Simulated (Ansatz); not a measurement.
## Run report: TaN, single-point calculation (part 2 of 2)

Continued. System: TaN (P6₃mc, 48 atoms in the cell). Method: DFT PBE, scalar-relativistic, plane waves, PAW, no spin polarisation (Ansatz 0.2.0); cutoff 420 eV, 2×2×2 k-mesh, Gaussian smearing of 0.05 eV. The structure derives from an entry of the Crystallography Open Database.

## Output, continued
```
  k-point 0: bands = ["-45.5812", "-45.5268", "-45.5268", "-45.4947", "-45.4947", "-45.4947", "-45.4947", "-45.4947", "-45.4947", "-45.4947", "-45.4947", "-45.4874", "-45.4848", "-45.4715", "-45.4715", "-45.4715", "-45.4715", "-45.4638", "-45.4638", "-45.4637", "-45.4637", "-45.4625", "-45.4625", "-45.4556", "-13.4267", "-13.4267", "-13.4267", "-13.4267", "-13.3756", "-13.3663", "-13.1725", "-13.1576", "-13.1576", "-13.1073", "-13.1073", "-13.1028", "-13.1028", "-13.0675", "-13.0675", "-13.0675",
      "-13.0675", "-13.0675", "-13.0675", "-13.0675", "-13.0675", "-12.9552", "-12.9552", "-12.7994", "-12.7994", "-12.7807", "-12.7807", "-12.7590", "-12.5846", "-12.5846", "-12.5557", "-12.5210", "-12.5210", "-12.5154", "-12.5154", "-12.4682", "-12.4682", "-12.4216", "-12.4216", "-12.4216", "-12.4216", "-12.4216", "-12.4216", "-12.4216", "-12.4216", "-12.4104", "-12.4104", "-12.4104", "-12.4104", "-12.3677", "-12.3677", "-12.3677", "-12.3677", "-12.3286", "-12.3202", "-12.3202",
      "-12.3202", "-12.3202", "-12.3202", "-12.3202", "-12.3202", "-12.3202", "-12.2646", "-12.2635", "-12.2607", "-12.2481", "-12.2481", "-12.1576", "-12.1576", "-12.0730", "-12.0716", "-12.0150", "3.4369", "4.7948", "4.7948", "5.0209", "5.4219", "5.4718", "5.4718", "5.4718", "5.4718", "5.4718", "5.4718", "5.4718", "5.4718", "5.7734", "5.7734", "5.7734", "5.7734", "5.8106", "5.8106", "5.9664", "6.0095", "6.0095", "6.0106", "6.0106",
      "12.8704", "12.8704", "12.8704", "12.8704", "13.0892", "13.0892", "13.0892", "13.0892", "13.0892", "13.0892", "13.0892", "13.0892", "13.2977", "13.4295", "13.4295", "13.7137", "13.7137", "13.8593", "13.8733", "13.8776", "14.1500", "14.1500", "14.2107", "14.8152", "14.8152", "14.8334", "14.8353", "14.8452", "14.8452", "14.8452", "14.8452", "14.8452", "14.8452", "14.8452", "14.8452", "14.8962", "14.8962", "15.0989", "15.1534", "15.4616",
      "15.4616", "15.4660", "15.4660", "15.6576", "15.6576", "15.6576", "15.6576", "15.6576", "15.6576", "15.6576", "15.6576", "15.8025", "15.8025", "16.1070", "16.1070", "16.1117", "16.1117", "16.1931", "16.1931", "16.1931", "16.1931", "16.2076", "16.2076", "16.2076", "16.2076", "16.3332", "16.4725", "16.4725", "16.5053", "16.5053", "16.5197", "17.4847", "19.8817", "19.8817", "20.1670", "20.1670", "20.2873", "21.0152", "21.0152", "21.0775",
      "21.0775", "21.0809", "21.0809", "21.6876", "21.8030", "21.8030", "21.9054", "21.9151", "22.2621", "22.2621", "22.2621", "22.2621", "22.3486", "22.5818", "22.5818", "22.5818", "22.5818", "22.5818", "22.5818", "22.5818", "22.5818", "23.0569", "23.0569", "23.1482", "23.4236", "23.4236", "23.4236", "23.4236", "23.4236", "23.4236", "23.4236", "23.4236", "24.1468", "24.3248", "24.3248", "24.7415", "24.7500", "24.7500", "24.8479", "24.8643",
      "24.8643", "24.8643", "24.8643", "24.9960", "24.9960", "24.9960", "24.9960", "25.4052", "25.4059", "25.8861"]
  k-point 1: bands = ["-45.5651", "-45.5651", "-45.5024", "-45.5024", "-45.5024", "-45.5024", "-45.4876", "-45.4876", "-45.4796", "-45.4796", "-45.4793", "-45.4793", "-45.4793", "-45.4793", "-45.4793", "-45.4793", "-45.4793", "-45.4793", "-45.4773", "-45.4773", "-45.4562", "-45.4562", "-45.4554", "-45.4554", "-13.3040", "-13.3040", "-13.2915", "-13.2915", "-13.2915", "-13.2915", "-13.2915", "-13.2915", "-13.2915", "-13.2915", "-13.2807", "-13.2807", "-13.1656", "-13.1656", "-13.1268", "-13.1268",
      "-13.0960", "-13.0960", "-12.9978", "-12.9978", "-12.9978", "-12.9978", "-12.7598", "-12.7598", "-12.7271", "-12.7271", "-12.7255", "-12.7255", "-12.6500", "-12.6500", "-12.4589", "-12.4589", "-12.4473", "-12.4473", "-12.4473", "-12.4473", "-12.4473", "-12.4473", "-12.4473", "-12.4473", "-12.4469", "-12.4469", "-12.4176", "-12.4176", "-12.3757", "-12.3757", "-12.3757", "-12.3757", "-12.3726", "-12.3726", "-12.3574", "-12.3574", "-12.3398", "-12.3398", "-12.3398", "-12.3398",
      "-12.3398", "-12.3398", "-12.3398", "-12.3398", "-12.3274", "-12.3274", "-12.2918", "-12.2918", "-12.2918", "-12.2918", "-12.2729", "-12.2729", "-12.1134", "-12.1134", "-12.0504", "-12.0504", "3.8752", "3.8752", "5.2915", "5.2915", "5.2915", "5.2915", "5.3099", "5.3099", "5.5795", "5.5795", "5.6566", "5.6566", "5.7102", "5.7102", "5.7102", "5.7102", "5.7102", "5.7102", "5.7102", "5.7102", "6.0565", "6.0565", "6.0745", "6.0745",
      "12.9819", "12.9819", "12.9819", "12.9819", "12.9819", "12.9819", "12.9819", "12.9819", "12.9945", "12.9945", "12.9945", "12.9945", "13.5412", "13.5412", "13.6043", "13.6043", "13.8455", "13.8455", "14.1283", "14.1283", "14.3262", "14.3262", "14.4371", "14.4371", "14.5179", "14.5179", "14.7069", "14.7069", "14.8952", "14.8952", "15.0282", "15.0282", "15.0282", "15.0282", "15.2228", "15.2228", "15.2541", "15.2541", "15.2541", "15.2541",
      "15.2676", "15.2676", "15.2963", "15.2963", "15.5769", "15.5769", "15.5769", "15.5769", "15.5769", "15.5769", "15.5769", "15.5769", "15.6266", "15.6266", "15.9140", "15.9140", "16.0362", "16.0362", "16.0362", "16.0362", "16.0362", "16.0362", "16.0362", "16.0362", "16.1450", "16.1450", "16.3227", "16.3227", "17.2609", "17.2609", "17.3971", "17.3971", "19.9271", "19.9271", "20.4810", "20.4810", "20.9023", "20.9023", "21.0331", "21.0331",
      "21.1708", "21.1708", "21.5792", "21.5792", "21.6864", "21.6864", "22.1251", "22.1251", "22.1251", "22.1251", "22.1251", "22.1251", "22.1251", "22.1251", "22.5176", "22.5176", "22.5176", "22.5176", "22.5319", "22.5319", "23.2952", "23.2952", "23.3269", "23.3269", "23.4243", "23.4243", "23.6280", "23.6280", "23.7480", "23.7480", "23.7480", "23.7480", "23.9647", "23.9647", "24.1605", "24.1605", "24.1605", "24.1605", "24.1605", "24.1605",
      "24.1605", "24.1605", "24.2774", "24.2774", "25.5991", "25.5991", "25.5991", "25.5991", "25.5991", "25.5991"]
  k-point 2: bands = ["-45.5524", "-45.5524", "-45.5278", "-45.5278", "-45.4953", "-45.4953", "-45.4953", "-45.4953", "-45.4903", "-45.4903", "-45.4829", "-45.4829", "-45.4769", "-45.4769", "-45.4761", "-45.4761", "-45.4632", "-45.4632", "-45.4632", "-45.4632", "-45.4601", "-45.4601", "-45.4597", "-45.4597", "-13.3551", "-13.3551", "-13.3091", "-13.3091", "-13.3057", "-13.3057", "-13.2593", "-13.2593", "-13.2366", "-13.2366", "-13.1761", "-13.1761", "-13.1590", "-13.1590", "-13.1547", "-13.1547",
      "-13.1413", "-13.1413", "-13.1409", "-13.1409", "-12.7823", "-12.7823", "-12.7195", "-12.7195", "-12.7174", "-12.7174", "-12.6471", "-12.6471", "-12.6455", "-12.6455", "-12.6212", "-12.6212", "-12.5719", "-12.5719", "-12.5073", "-12.5073", "-12.5058", "-12.5058", "-12.4970", "-12.4970", "-12.4787", "-12.4787", "-12.4718", "-12.4718", "-12.4422", "-12.4422", "-12.4094", "-12.4094", "-12.3787", "-12.3787", "-12.3241", "-12.3241", "-12.3230", "-12.3230", "-12.3031", "-12.3031",
      "-12.2938", "-12.2938", "-12.2735", "-12.2735", "-12.2430", "-12.2430", "-12.2419", "-12.2419", "-12.2017", "-12.2017", "-12.1811", "-12.1811", "-12.1462", "-12.1462", "-12.1359", "-12.1359", "4.1989", "4.1989", "4.7793", "4.7793", "5.2287", "5.2287", "5.3931", "5.3931", "5.3944", "5.3944", "5.6069", "5.6069", "5.6880", "5.6880", "5.7439", "5.7439", "5.9126", "5.9126", "5.9132", "5.9132", "6.0383", "6.0383", "6.0485", "6.0485",
      "13.0388", "13.0388", "13.0981", "13.0981", "13.1010", "13.1010", "13.3723", "13.3723", "13.4851", "13.4851", "13.5672", "13.5672", "13.5715", "13.5715", "13.6810", "13.6810", "13.8221", "13.8221", "13.8256", "13.8256", "13.8707", "13.8707", "13.9574", "13.9574", "14.3413", "14.3413", "14.3454", "14.3454", "14.7920", "14.7920", "14.9278", "14.9278", "14.9525", "14.9525", "14.9763", "14.9763", "15.0207", "15.0207", "15.0860", "15.0860",
      "15.1130", "15.1130", "15.1156", "15.1156", "15.3092", "15.3092", "15.3991", "15.3991", "15.7028", "15.7028", "15.7069", "15.7069", "15.7849", "15.7849", "16.0444", "16.0444", "16.0479", "16.0479", "16.1117", "16.1117", "16.1244", "16.1244", "16.2938", "16.2938", "16.7284", "16.7284", "16.7292", "16.7292", "16.8478", "16.8478", "16.9415", "16.9415", "20.3986", "20.3986", "20.3991", "20.3991", "20.5689", "20.5689", "20.6930", "20.6930",
      "21.3405", "21.3405", "21.3592", "21.3592", "21.6434", "21.6434", "21.9799", "21.9799", "22.1651", "22.1651", "22.4108", "22.4108", "22.6385", "22.6385", "22.6392", "22.6392", "23.1075", "23.1075", "23.1618", "23.1618", "23.2474", "23.2474", "23.4495", "23.4495", "23.4623", "23.4623", "23.4645", "23.4645", "23.5830", "23.5830", "24.0161", "24.0161", "24.3049", "24.3049", "24.3052", "24.3052", "24.4278", "24.4278", "24.4909", "24.4909",
      "24.7029", "24.7029", "24.8213", "24.8213", "24.9393", "24.9393", "24.9430", "24.9430", "25.3185", "25.3185"]
  k-point 4: bands = ["-45.5332", "-45.5332", "-45.5268", "-45.5268", "-45.5268", "-45.5268", "-45.4947", "-45.4947", "-45.4947", "-45.4947", "-45.4874", "-45.4874", "-45.4715", "-45.4715", "-45.4637", "-45.4637", "-45.4637", "-45.4637", "-45.4624", "-45.4624", "-45.4624", "-45.4624", "-45.4556", "-45.4556", "-13.4254", "-13.4254", "-13.3720", "-13.3720", "-13.3020", "-13.3020", "-13.3020", "-13.3020", "-13.1709", "-13.1709", "-13.1552", "-13.1552", "-13.1552", "-13.1552", "-13.0685", "-13.0685",
      "-13.0685", "-13.0685", "-12.7987", "-12.7987", "-12.7987", "-12.7987", "-12.7819", "-12.7819", "-12.7819", "-12.7819", "-12.7734", "-12.7734", "-12.7734", "-12.7734", "-12.7535", "-12.7535", "-12.7362", "-12.7362", "-12.5550", "-12.5550", "-12.4709", "-12.4709", "-12.4709", "-12.4709", "-12.4220", "-12.4220", "-12.4220", "-12.4220", "-12.4105", "-12.4105", "-12.3690", "-12.3690", "-12.3318", "-12.3318", "-12.3189", "-12.3189", "-12.3189", "-12.3189", "-12.2948", "-12.2948",
      "-12.2948", "-12.2948", "-12.2596", "-12.2596", "-12.2492", "-12.2492", "-12.2492", "-12.2492", "-12.1695", "-12.1695", "-12.1680", "-12.1680", "-12.1558", "-12.1558", "-12.1558", "-12.1558", "4.5046", "4.5046", "4.7942", "4.7942", "4.7942", "4.7942", "5.4238", "5.4238", "5.4723", "5.4723", "5.4723", "5.4723", "5.7723", "5.7723", "5.8104", "5.8104", "5.8104", "5.8104", "5.9669", "5.9669", "6.0665", "6.0665", "6.0665", "6.0665",
      "12.8748", "12.8748", "13.0884", "13.0884", "13.0884", "13.0884", "13.2944", "13.2944", "13.4266", "13.4266", "13.4266", "13.4266", "13.6446", "13.6446", "13.8534", "13.8534", "13.9223", "13.9223", "13.9223", "13.9223", "14.1553", "14.1553", "14.1553", "14.1553", "14.2543", "14.2543", "14.2575", "14.2575", "14.8189", "14.8189", "14.8189", "14.8189", "14.8436", "14.8436", "14.8436", "14.8436", "14.8965", "14.8965", "14.8965", "14.8965",
      "15.0559", "15.0559", "15.0559", "15.0559", "15.0962", "15.0962", "15.6590", "15.6590", "15.6590", "15.6590", "15.7987", "15.7987", "15.7987", "15.7987", "16.1880", "16.1880", "16.2099", "16.2099", "16.3392", "16.3392", "16.4715", "16.4715", "16.4715", "16.4715", "16.5254", "16.5254", "16.5495", "16.5495", "16.5495", "16.5495", "17.4829", "17.4829", "19.8855", "19.8855", "19.8855", "19.8855", "20.2886", "20.2886", "20.7229", "20.7229",
      "20.7229", "20.7229", "21.0100", "21.0100", "21.0100", "21.0100", "21.6830", "21.6830", "22.2597", "22.2597", "22.5798", "22.5798", "22.5798", "22.5798", "23.0566", "23.0566", "23.0566", "23.0566", "23.1481", "23.1481", "23.4262", "23.4262", "23.4262", "23.4262", "23.9364", "23.9364", "23.9446", "23.9446", "24.1533", "24.1533", "24.3279", "24.3279", "24.3279", "24.3279", "24.5497", "24.5497", "24.6948", "24.6948", "24.6948", "24.6948",
      "24.7405", "24.7405", "24.8692", "24.8692", "24.9902", "24.9902", "25.7122", "25.7122", "25.7122", "25.7122"]
```

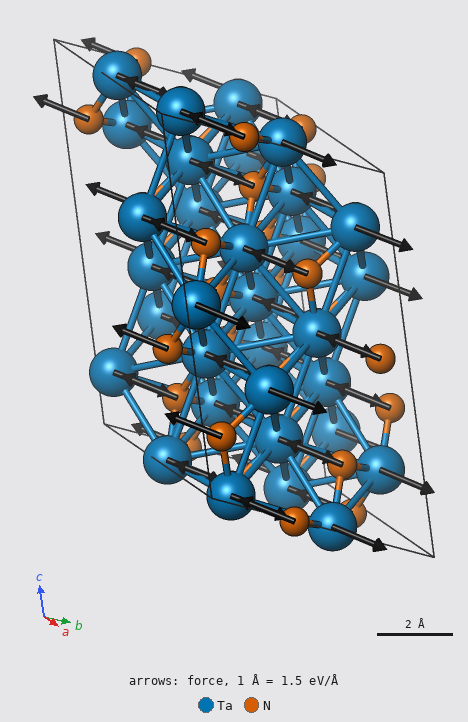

*Forces on the atoms as black arrows (ball-and-stick view of the cell of the calculation, seen slightly off an axis).*

The largest act on all 24 Ta atoms (2.55 eV/Å); all 24 N atoms (2.54 eV/Å). Atoms are counted from 1 in the order of the input and aren't labelled in the picture. The geometry is not a stationary point of this energy.

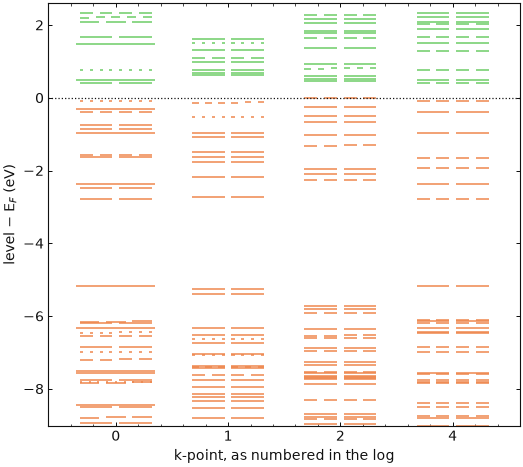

*Kohn–Sham levels near the Fermi level (dotted) at the few k-points that the log prints; levels within 0.02 eV of each other stand side by side.*

The system is metallic on the full mesh.
